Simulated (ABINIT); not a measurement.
## Geometry relaxation of Cu (part 3 of 3)

Continued. System: Cu (Fm-3m, 1 atom in the cell). Method: Kohn-Sham DFT of a periodic cell, LDA, JTH PAW LDA v2.0, no spin polarisation (ABINIT 10.8.3); cutoff 544.23 eV, 10×10×10 k-mesh, fermi-dirac of 0.05 eV. The structure derives from an entry of the Crystallography Open Database.

Geometry of the input (Å; fractional positions):
```
0.0000  1.8075  1.8075
1.8075  0.0000  1.8075
1.8075  1.8075  0.0000
Cu 0.0000  0.0000  0.0000
```

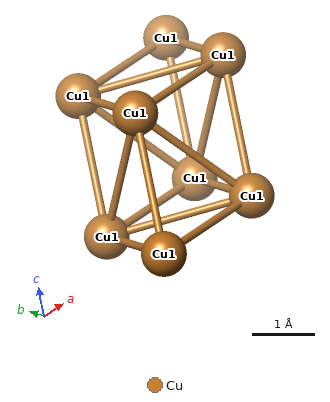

The geometry at step 3 of the log (ball-and-stick view of the cell of the calculation, seen slightly off an axis; atoms are numbered from 1 in the order of the input).

**Trajectory as extended XYZ (Å, eV, eV/Å), 6 frames, from step=0 to step=5**
```
1
Lattice="0.0000 1.8075 1.8075 1.8075 0.0000 1.8075 1.8075 1.8075 0.0000" Properties=species:S:1:pos:R:3:forces:R:3 step=0 energy=-5390.60023
Cu    0.0000    0.0000    0.0000    0.0000   0.0000   0.0000
1
Lattice="0.0000 1.7850 1.7850 1.7850 0.0000 1.7850 1.7850 1.7850 0.0000" Properties=species:S:1:pos:R:3:forces:R:3 step=1 energy=-5390.62697
Cu    0.0000    0.0000    0.0000    0.0000   0.0000   0.0000
1
Lattice="0.0000 1.7531 1.7531 1.7531 0.0000 1.7531 1.7531 1.7531 0.0000" Properties=species:S:1:pos:R:3:forces:R:3 step=2 energy=-5390.63730
Cu    0.0000    0.0000    0.0000    0.0000   0.0000   0.0000
1
Lattice="0.0000 1.7600 1.7600 1.7600 0.0000 1.7600 1.7600 1.7600 0.0000" Properties=species:S:1:pos:R:3:forces:R:3 step=3 energy=-5390.63811
Cu    0.0000    0.0000    0.0000    0.0000   0.0000   0.0000
1
Lattice="0.0000 1.7596 1.7596 1.7596 0.0000 1.7596 1.7596 1.7596 0.0000" Properties=species:S:1:pos:R:3:forces:R:3 step=4 energy=-5390.63811
Cu    0.0000    0.0000    0.0000    0.0000   0.0000   0.0000
1
Lattice="0.0000 1.7596 1.7596 1.7596 0.0000 1.7596 1.7596 1.7596 0.0000" Properties=species:S:1:pos:R:3:forces:R:3 step=5 energy=-5390.63811
Cu    0.0000    0.0000    0.0000    0.0000   0.0000   0.0000
```

**Key numbers**

```tsv
quantity	value
outcome	converged
space group (tolerance 0.01 Å)	Fm-3m (225)
electrons treated	19
free energy	−5390.6381 eV
Fermi energy	7.859 eV
gap on the k-point mesh	none (metallic)
pressure	0.00 GPa
final volume	10.90 Å³
largest force (length of the vector) at the end	under 0.001 eV/Å
final cell	a = 2.488 Å, b = 2.488 Å, c = 2.488 Å, α = 60.00°, β = 60.00°, γ = 60.00°
wall time	41 s
peak memory	0.1 GiB
```
